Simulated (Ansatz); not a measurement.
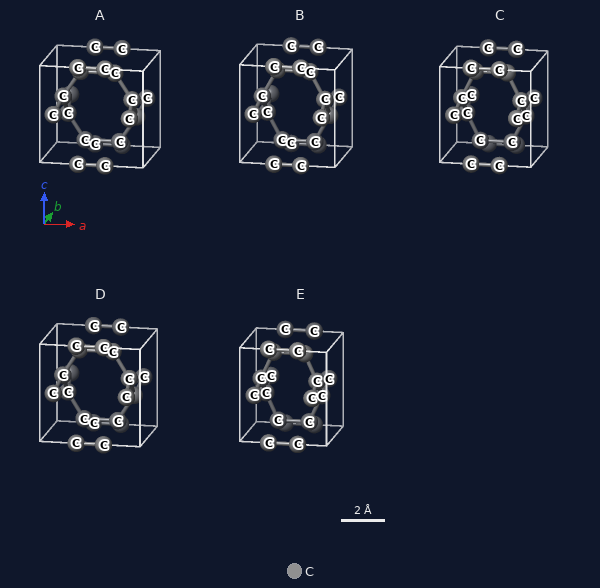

5 geometries from one relaxation of solid C (a generated structure, set up in Pmna) (coarse preliminary run), in shuffled order. The picture is a ball-and-stick view of the cell of the calculation, seen slightly off an axis.

Theory: Ansatz, DFT PBE, scalar-relativistic, plane waves, PAW. (plane-wave cutoff 420 eV; k-point mesh 4 × 4 × 4; occupations gaussian; smearing width 0.1 eV; no spin polarisation; cell and atoms relaxed; force threshold 0.04 eV/Å; at most 70 steps)

### Order the frames from highest to lowest energy.

E, C, B, D, A. They are steps 0, 1, 2, 6, 10, at +357 meV per atom, +131 meV per atom, +47.9 meV per atom, +4.3 meV per atom relative to the last. The largest moves relative to the cell, 0.18 Å, are those of C atoms. The drawn cell changes as follows: a 4.210 → 5.012 Å (+19.1 %), b 3.825 → 3.947 Å (+3.2 %), c 4.590 → 4.744 Å (+3.4 %); the volume changes by +27.0 %. Near-neighbour distances that change, for instance: C–C 1.503 → 1.674 Å, C–C 1.461 → 1.566 Å, C–C 1.410 → 1.317 Å, C–C 1.452 → 1.536 Å. Bond angles that change, for instance: C–C–C 176.3° → 166.7°, C–C–C 114.5° → 123.4°, C–C–C 118.7° → 113.4°. The space group stays Pmna (No. 53). The energy falls by 357 meV per atom in 8 accepted moves (10 points after the start). The largest force component goes from 4.2 to 0.02 eV/Å. Pressure: 64.67 GPa at the start and 0.04 GPa at the end. At 2 points the geometry stayed and the basis and grid were re-selected for the new cell (energy shift of 25.4 meV per atom at most each time).
